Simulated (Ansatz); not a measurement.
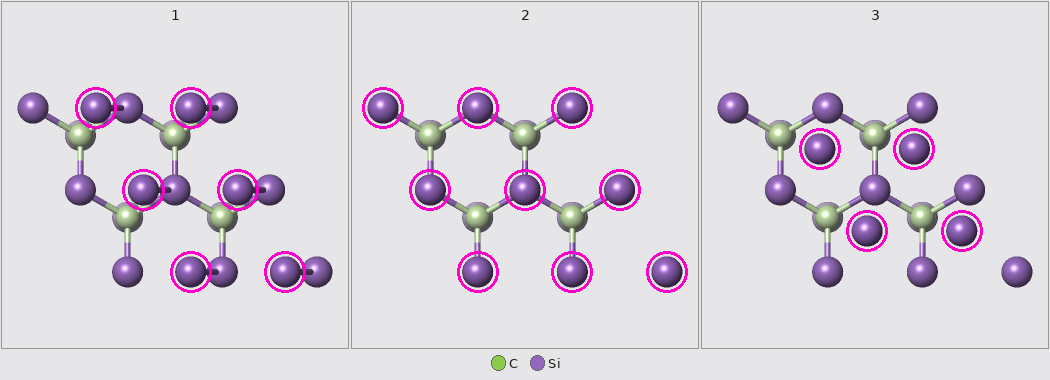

Si on a SiC(001) slab cut from the P6_3mc phase, its upper half relaxed before the scan (8 atoms of substrate and one adsorbate in a 1 × 1 cell). Si is moved over the surface cell; relaxed at each place: the height of the adsorbate's atoms; substrate rigid; the origin of the map has the adsorbate above Si8. Places are given modulo a cell vector. The map is drawn in real space over the plane of the surface. Grid: 6 × 6 points; 10 points were computed and 26 follow by symmetry. All energies are given in eV relative to the lowest grid point. With one adsorbate in each 1 × 1 cell, its nearest image is 3.1 Å away, so neighbouring adsorbates interact. The calculation used DFT PBE, scalar-relativistic, plane waves, PAW (Ansatz). Settings: cutoff 420 eV, k-mesh 9×9×1, gaussian smearing 0.05 eV, spin-polarised.

The numbered pictures are structures from this grid. Rings mark the moved atoms.

Question: Which is the most stable, and how do the others follow?

Answer: 2, at the top site over a surface Si atom, (0/6, 0/6) of the cell vectors: 0.000 eV; 1, at (4/6, 0/6) of the cell vectors [nearest 1 Si at 2.55 Å]: 0.371 eV; 3, at (4/6, 3/6) of the cell vectors [nearest 1 Si at 2.67 Å]: 0.473 eV.

The map, with the structures marked:

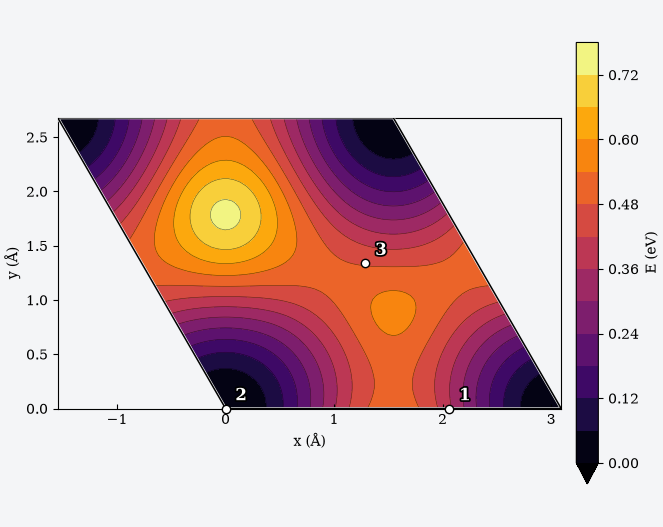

The picture shows filled contours, the outline of one cell of the plane. Between grid points the surface is interpolated.

PAW datasets: the set soft_1.
